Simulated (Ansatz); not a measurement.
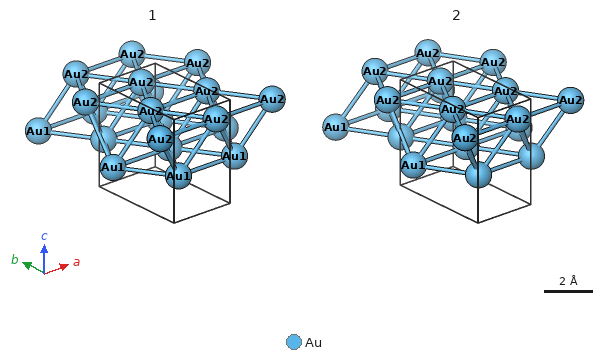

Two geometries of solid Au (a generated structure, set up in Cmcm), drawn at one scale. One is the start of a relaxation, the other its converged end. A ball-and-stick model of the conventional cell (2 times the calculation's cell), repeated 2 × 2 × 1 with one cell outlined, seen from a free direction. Lengths and directions refer to the drawn axes.

All numbers below come from DFT PBE, scalar-relativistic, plane waves, PAW in Ansatz 0.2.0. Set-up: plane-wave cutoff 420 eV; k-point mesh 22 × 22 × 12; occupations gaussian; smearing width 0.1 eV; no spin polarisation; cell and atoms relaxed; force threshold 0.01 eV/Å; at most 80 steps.

Q: Which geometry has the lower energy?

A: Structure 2 is the relaxed one. The largest moves relative to the cell, 0.092 Å, are those of Au1 and Au2. Au1 goes along +b. The drawn cell changes as follows: a 3.095 → 2.920 Å (−5.7 %), b 4.863 → 5.050 Å (+3.8 %), c 4.797 → 4.887 Å (+1.9 %); the volume changes by −0.2 %. Near-neighbour distances that change, for instance: Au1–Au1 3.095 → 2.920 Å, Au1–Au2 2.923 → 2.968 Å, Au1–Au1 (another image) 2.882 → 2.917 Å, Au1–Au2 (another image) 2.999 → 2.968 Å. The space group (tolerance 0.01 Å) goes from Cmcm (No. 63) to P6_3/mmc (No. 194). After 6 accepted moves (9 points after the start) the energy has fallen by 6.2 meV per atom. The largest force component goes from 0.0078 to under 0.0001 eV/Å. Pressure: −0.18 GPa at the start and 0.00 GPa at the end. The line search rejected the trial step at point 2 of the run. The SCF was repeated twice at an unchanged geometry on a basis and grid sized afresh for the cell, which shifted the energy by less than 0.05 meV per atom at most.
